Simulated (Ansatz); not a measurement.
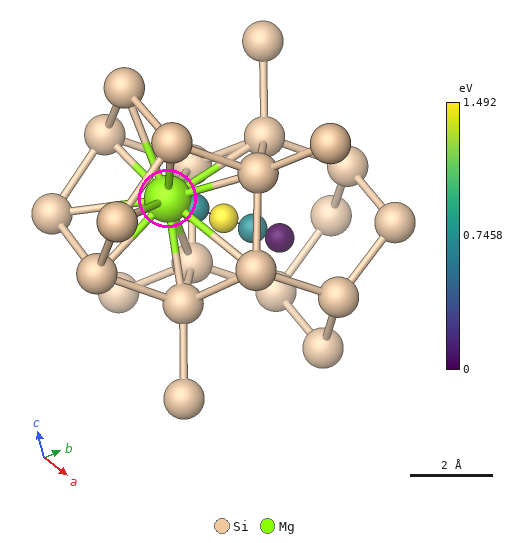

A search for the minimum-energy path of a defect cell of composition MgSi32 (cell charge +2) (33 atoms in the cell) by the nudged elastic band. Images are numbered from 0 (start) to 4 (end). The start is drawn whole; smaller spheres mark the moving atoms (Mg) in the later images, joined by lines and coloured by the energy of the image relative to the start. A ball-and-stick model of the atoms within 4.6 Å of the middle of the path, seen slightly off an axis. The moving atom is ringed, with any periodic copies. Bonds to atoms that aren't drawn are left out.

Method: DFT PBE, scalar-relativistic, plane waves, PAW (Ansatz 0.2.0). Set-up: plane-wave cutoff 420 eV; k-point mesh 2 × 2 × 2; Gaussian smearing 0.02 eV; 3 movable images; climbing image.

### What moves, how far, and at what cost in energy?

The Mg atom travels furthest, 3.18 Å from end to end, along [1 1 0], on a straight line. At the highest image its nearest neighbour (Si) is 2.45 Å away, against 2.62 Å at the start, and the surrounding atoms stand up to 0.15 Å off the mean of their end positions. The two ends have the same energy, and the highest point, image 2, lies 1.49 eV above the start. The band is converged.

Limits of the set-up: the cell is charged, on a uniform background, and energies carry no finite-size correction.

The run took 2.9 min on 4 threads of Arm Neoverse V1, on a shared host, peak memory 2.4 GiB.
